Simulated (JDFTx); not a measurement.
## Energy of Os along an even scaling of the cell

System: Os (2 atoms in the cell).
Method: Kohn-Sham DFT of a periodic cell, r2SCAN, SG15-PBE-1.2, no spin polarisation (JDFTx 1.7.0 (patched build)).

The 7 runs differ only in the geometry, by an even scaling of the cell at fixed fractional positions. The structure derives from an entry of the Crystallography Open Database.

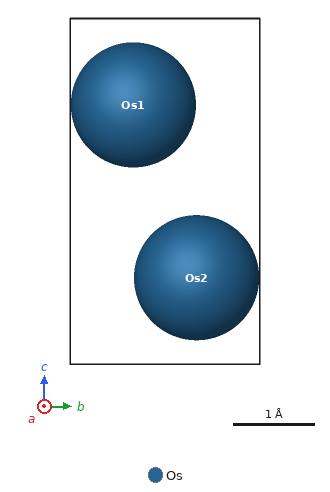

Figure 1. The structure of run 4 (spheres-only view of the cell of the calculation, along the a axis; atoms are numbered from 1 in the order of the input).

**Input of run 4**
```
lattice \
    2.7341000000    -1.3670500000     0.0000000000 \
    0.0000000000     2.3678000565     0.0000000000 \
    0.0000000000     0.0000000000     4.3197000000
latt-scale 1.889726124626 1.889726124626 1.889726124626
coords-type Lattice
ion Os     0.6666666667     0.3333333333     0.7500000000 1
ion Os     0.3333333333     0.6666666667     0.2500000000 1

ion-species pseudo/Os.upf
elec-cutoff 40 320
elec-ex-corr mgga-x-r2scan mgga-c-r2scan
kpoint-folding 6 6 3
elec-smearing Fermi 0.0018374661
elec-n-bands 23
electronic-SCF nIterations 100 energyDiffThreshold 1e-09
electronic-minimize nIterations 30 energyDiffThreshold 1e-7
forces-output-coords Cartesian

dump-name run.$VAR
dump End Ecomponents EigStats BandEigs Kpoints Forces Stress ElecDensity KEdensity
```

Command:
```bash
jdftx -c 1 -i Os.in -o Os.out
```

Lattice vectors (Å) and fractional positions of run 4:
```
   2.734100    0.000000    0.000000
  -1.367050    2.367800    0.000000
   0.000000    0.000000    4.319700
Os  0.666667  0.333333  0.750000
Os  0.333333  0.666667  0.250000
```

Run 6 differs from it as follows:
```diff
-    2.7341000000    -1.3670500000     0.0000000000 \
-    0.0000000000     2.3678000565     0.0000000000 \
-    0.0000000000     0.0000000000     4.3197000000
+    2.7700791260    -1.3850395630     0.0000000000 \
+    0.0000000000     2.3989588936     0.0000000000 \
+    0.0000000000     0.0000000000     4.3765446767
```

**Results, with one run withheld**

| run | volume per atom (Å³) | free energy per atom, from the lowest run given (meV) | pressure (GPa) |
| --- | --- | --- | --- |
| 1 | 13.143 | 89.69 | 33.35 |
| 2 | 13.423 | 41.32 | 21.76 |
| 3 | 13.703 | 12.13 | 11.41 |
| 4 | 13.982 | 0.00 | 2.17 |
| 5 | 14.262 | 3.09 | −6.07 |
| 6 | 14.542 | ? | ? |
| 7 | 14.821 | 48.64 | −19.97 |

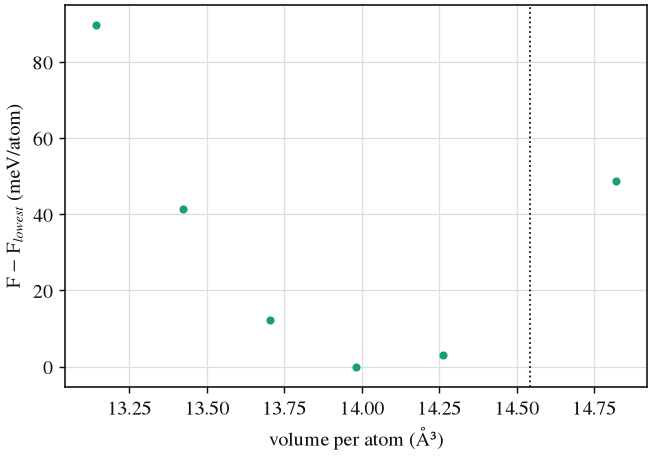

Figure 2. Free energy per atom of the runs given; the dotted line marks run 6.

What should run 6 give?

A cubic polynomial in V^(−2/3) (the Birch–Murnaghan form), fitted to the 6 runs given, misses them by at most 0.01 meV per atom. With x = V^(−2/3) − 0.17322 Å⁻², it reads F = 2.9161 + 4485.3 x + 1.4356e+06 x² + 2.6918e+06 x³ (meV per atom). At run 6 it gives 19.83 meV per atom, and the run itself gives 19.80. The slope of the fit gives a pressure −dF/dV of −13.20 GPa there, and the run prints −13.42 GPa. The two needn't agree exactly: the fit is approximate, and the printed stress is taken on a finite basis. The fit has its minimum at 14.061 Å³ per atom, where V d²F/dV² gives 425 GPa. Cell shape and fractional positions are held, so this is the stiffness under even scaling; the relaxed bulk modulus wasn't computed.

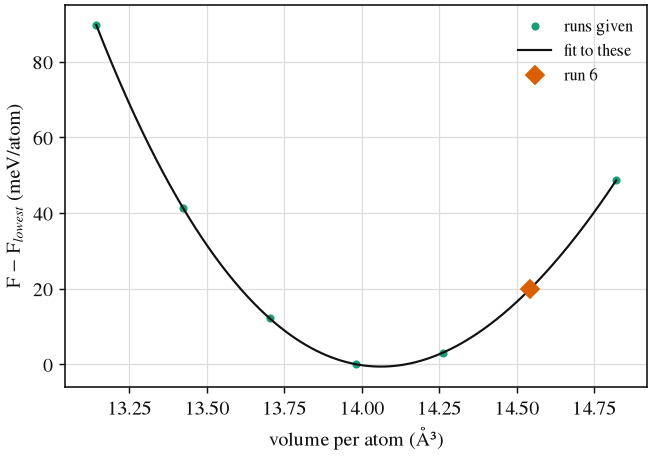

Figure 3. The fit and the withheld run.

**Some lines of the output (run 6)**
```
[...]
elec-smearing Fermi 0.00183747
unit cell volume = 196.265
     Etot =     -184.0685033606169441
        F =     -184.0689310100752323
	HOMO-LUMO gap: +0.004378
	Optical gap  : +0.012809 at state 3 ( [ +0.000000 +0.166667 +0.333333 ] spin 0 )
```

Notes: Points of doubt noted for this run: coarse mesh; metagga forces on grid. Spin–orbit coupling is left out, which matters for Os. The k-point mesh is coarse for a cell of this size, so the results may not be converged.
